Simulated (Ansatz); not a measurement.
# MnSi₃₀ (cell with a defect): what the fields show

The calculation's input:

```
crystal:
  lattice:
    - [-5.4700936587, 5.4700936587, -5.4700936587]
    - [5.4700936587, 5.4700936587, 5.4700936587]
    - [5.4700936587, -5.4700936587, -5.4700936587]
  atoms:
    - { symbol: Mn, position: [0.25, 0.25, 0.75], spin: 4.0 }
    - { symbol: Si, position: [0.0, 0.5, 0.75] }
    - { symbol: Si, position: [0.5, 0.25, 0.5] }
    - { symbol: Si, position: [0.75, 0.75, 0.75] }
    - { symbol: Si, position: [0.25, 0.5, 0.5] }
    - { symbol: Si, position: [0.5, 0.0, 0.75] }
    - { symbol: Si, position: [0.0, 0.75, 0.5] }
    - { symbol: Si, position: [0.75, 0.25, 0.25] }
    - { symbol: Si, position: [0.5, 0.5, 0.25] }
    - { symbol: Si, position: [0.75, 0.0, 0.5] }
    - { symbol: Si, position: [0.0, 0.25, 0.0] }
    - { symbol: Si, position: [0.25, 0.75, 0.25] }
    - { symbol: Si, position: [0.0, 0.0, 0.25] }
    - { symbol: Si, position: [0.75, 0.5, 0.0] }
    - { symbol: Si, position: [0.5, 0.75, 0.0] }
    - { symbol: Si, position: [0.25, 0.0, 0.0] }
    - { symbol: Si, position: [0.25, 0.25, 0.5] }
    - { symbol: Si, position: [0.0, 0.5, 0.5] }
    - { symbol: Si, position: [0.5, 0.25, 0.25] }
    - { symbol: Si, position: [0.75, 0.75, 0.5] }
    - { symbol: Si, position: [0.25, 0.5, 0.25] }
    - { symbol: Si, position: [0.5, 0.0, 0.5] }
    - { symbol: Si, position: [0.0, 0.75, 0.25] }
    - { symbol: Si, position: [0.75, 0.25, 0.0] }
    - { symbol: Si, position: [0.75, 0.0, 0.25] }
    - { symbol: Si, position: [0.0, 0.25, 0.75] }
    - { symbol: Si, position: [0.25, 0.75, 0.0] }
    - { symbol: Si, position: [0.0, 0.0, 0.0] }
    - { symbol: Si, position: [0.75, 0.5, 0.75] }
    - { symbol: Si, position: [0.5, 0.75, 0.75] }
    - { symbol: Si, position: [0.25, 0.0, 0.75] }
basis:
  ecutwfc: 420
  xc_grid: 2
kpoints:
  mp_grid: { grid: [2, 2, 2], shift: [0.5, 0.5, 0.5] }
hamiltonian:
  xc: pbe
scf:
  occupations: { method: gaussian, width: 0.02 }
output:
  forces: true
  stress: false
  eigenvalues: true
  populations: true
  write_density: true
  write_potential: true
  elf: true
  volumetric_format: npy
magnetization:
  spin_polarized: true
relax:
  adjacent_minimum: "off"
  f_tol: 0.02
  max_steps: 60
```

Launched as:

```sh
ansatz run input.yaml --threads 4 --pin off --max-ram 8192MiB --backend cpu --events-out ev --progress --plain --runs-dir out
```

The fields are those of the relaxed geometry.

Spin-polarised.

All numbers below come from Ansatz 0.2.0, DFT PBE, scalar-relativistic, plane waves, PAW.

The density is the valence pseudo-density of a PAW calculation; it isn't the true density close to the nuclei.

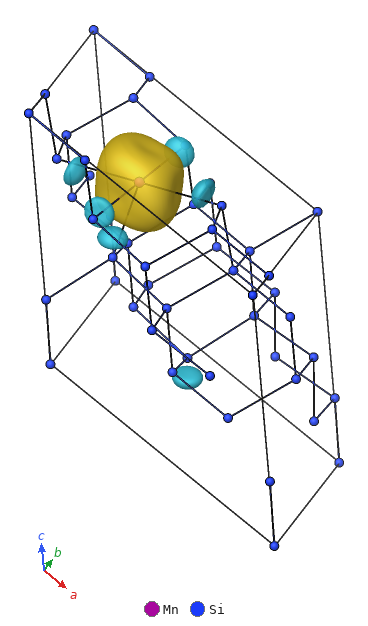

Figure 1. Isosurfaces of the spin density at +0.02 (yellow) and −0.02 e/Å³ (cyan), seen slightly off an axis. Sticks mark near contacts.

**Where is the spin, and how is it ordered?**

The spin density sits on Mn: +3.4 μB in one cell of 31 atoms: a single local moment. The cell of the calculation (31 atoms) carries 3.5 μB of net spin moment.

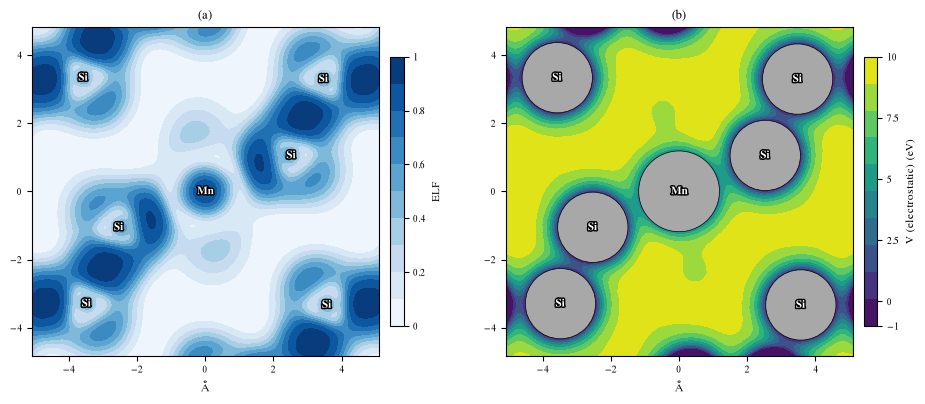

Figure 2. (a) electron localisation function; (b) electrostatic potential (local pseudopotential plus Hartree) felt by an electron on the (101̄) plane of the calculation cell. Grey discs cover the atomic cores in the potential map.

**Interpret the plot.**

The section cuts through Mn and Si sites. Mn–Si (2.74 Å): the ELF peaks at about 0.90 in the valence shell of Si, 1.0 Å from its nucleus, and is about 0.70 at the midpoint. Si–Si (2.43 Å): the ELF peaks at about 0.95 between the atoms. The features right at Mn lie inside the PAW spheres, where the map follows smoothed inner orbitals and isn't to be read closely. Outside the cores the potential energy rises away from the atoms and is highest about 2.4 Å from the nearest atoms; its zero is arbitrary.

**Does the calculation make it a metal, or give it a gap?**

It is metallic or semimetallic at this level of theory: no gap opens.
